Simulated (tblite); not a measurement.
# Si: single-point calculation

Si (P6₃/mmc, 4 atoms in the cell), computed with with the settings of its input (tblite 0.8.0).

The structure was built on a prototype by a generator. Some settings of this run were made unusual or wrong on purpose. The geometry comes from this level: r2SCAN.

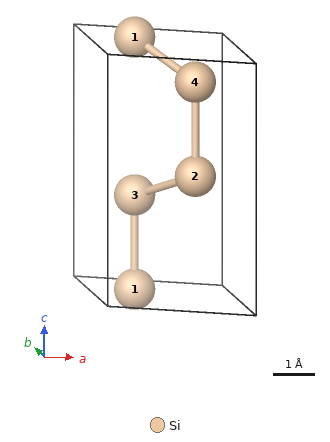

The input geometry (ball-and-stick view of the cell of the calculation, seen slightly off an axis; atoms are numbered from 1 in the order of the input).

## Input file
```python
import json
from ase import Atoms
from ase.build import make_supercell
from ase.units import Bohr, GPa, Hartree
from tblite.interface import Calculator

atoms = Atoms(['Si', 'Si', 'Si', 'Si'],
              cell=[[3.83212956, 0.0, 0.0], [-1.91606478, 3.31872155, 0.0], [0.0, 0.0, 6.34121684]],
              scaled_positions=[[0.333333333, 0.666666667, 0.000560941], [0.666666667, 0.333333333, 0.500560941], [0.333333333, 0.666666667, 0.374439059], [0.666666667, 0.333333333, 0.874439059]],
              pbc=True)
cluster = make_supercell(atoms, [[3, 0, 0], [0, 3, 0], [0, 0, 2]])
calc = Calculator('GFN2-xTB', cluster.numbers, cluster.positions / Bohr, lattice=cluster.cell[:] / Bohr, periodic=cluster.pbc)
calc.set('temperature', 0.02 / Hartree)
calc.set('max-iter', 150)
calc.set('mixer-damping', 1.0)
res = calc.singlepoint()
levels = res.get('orbital-energies') * Hartree
nv = round(res.get('orbital-occupations').sum() / 2)
cells = len(cluster) // len(atoms)
out = {'energy_per_cell': res.get('energy') * Hartree / cells, 'homo': levels[nv - 1], 'lumo': levels[nv],
       'stress': (-res.get('virial') * Hartree / cluster.get_volume() / GPa).tolist(), 'charges': res.get('charges')[:len(atoms)].tolist(), 'electrons': 2 * nv / cells}
json.dump(out, open('results.json', 'w'))
for key, value in out.items():
    print(key, value)
```

Launched with:
```bash
python run.py
```

## Log
```
------------------------------------------------------------
  cycle        total energy    energy error   density error
------------------------------------------------------------
      1     -122.8157686964  -1.2365752E+02   3.4412669E-02
      2     -122.8163458198  -5.7712341E-04   1.3167464E-02
      3     -122.8166153104  -2.6949062E-04   8.8119413E-03
      4     -122.8170758879  -4.6057743E-04   4.2555640E-03
      5     -122.8174556205  -3.7973263E-04   7.1731723E-05
      6     -122.8174552090   4.1148544E-07   1.2077430E-04
      7     -122.8174558097  -6.0073313E-07   1.4788999E-05
------------------------------------------------------------

 total:                                   4.663 sec
energy_per_cell -185.66851114274309
homo -6.941532020971193
lumo -5.322308761822121
stress [[-2.1885911009960104, -6.98735455681133e-07, 4.362371368266696e-09], [-6.987354560657315e-07, -2.188591926711046, -2.5186196076388943e-09], [4.3623711576388794e-09, -2.518619310045565e-09, -3.658972367721151]]
charges [5.692896917958157e-06, 1.2260013340537057e-05, -2.986590708335679e-05, 1.3864234279181709e-05]
electrons 16.0
```

## What the run reported

```csv
quantity,value
outcome,converged
space group (tolerance 0.01 Å),P6₃/mmc (194)
electrons treated,16
total energy,−185.6685 eV
band gap,1.62 eV
pressure,−2.68 GPa
hardware,"1 thread of Arm Neoverse V2, 112 GiB of memory available, shared host"
wall time,5.2 s
peak memory,0.15 GiB
```

## Diagnosis

Some settings of this run were drawn to be unusual or wrong. It converged; results that depend on the unusual settings are not reference values.
